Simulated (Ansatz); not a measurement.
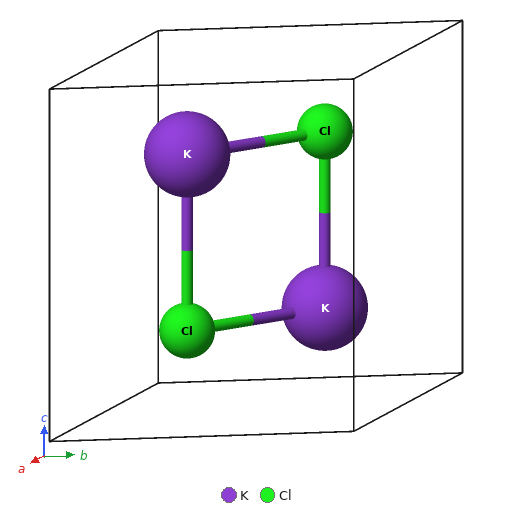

System: KCl, space group P6_3/mmc (No. 194) (cell built by us, not taken from a database). The picture shows the cell.

Input of the run:
```
crystal:
  lattice:
    - [5.3436722045, 0.0, 0.0]
    - [-2.6718361022, 4.6277558786, 0.0]
    - [0.0, 0.0, 6.2390532212]
  atoms:
    - { symbol: K, position: [0.3333333333, 0.6666666667, 0.25] }
    - { symbol: K, position: [0.6666666667, 0.3333333333, 0.75] }
    - { symbol: Cl, position: [0.6666666667, 0.3333333333, 0.25] }
    - { symbol: Cl, position: [0.3333333333, 0.6666666667, 0.75] }
kpoints:
  mp_grid: { grid: [6, 6, 4] }
hamiltonian:
  xc: pbe
scf:
  occupations: { method: fixed }
dielectric: {}
```

Method: Born effective charges by linear response at the zone centre, in units of the proton charge, Cartesian axes of the given cell; DFT, PBE, plane waves, PAW (Ansatz 0.2.0). Level: PBE, no spin polarisation.

- periodic directions: 3
- potentials: PAW
- wave cutoff: 420 eV
- k mesh: 6×6×4

Describe the result: the mean Born effective charge of each atom. The cases: K 1; K 2; Cl 1; Cl 2.

All are equal in size, 1.07 e, and the charges add up to 0.00 e. The diagonal components of each atom differ by at most 0.13 e. The Born charge xx, in e, is 1.024 for K 1, 1.024 for K 2, −1.024 for Cl 1 and −1.024 for Cl 2. The Born charge zz, in e, is 1.154 for K 1, 1.154 for K 2, −1.154 for Cl 1 and −1.154 for Cl 2.

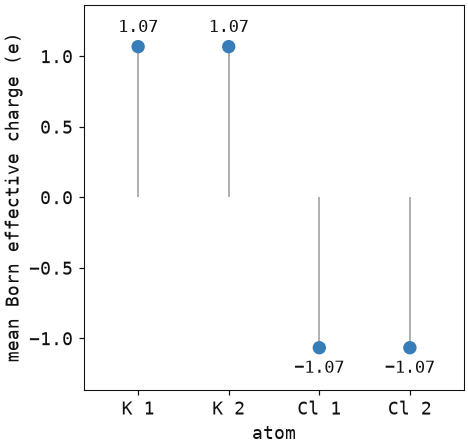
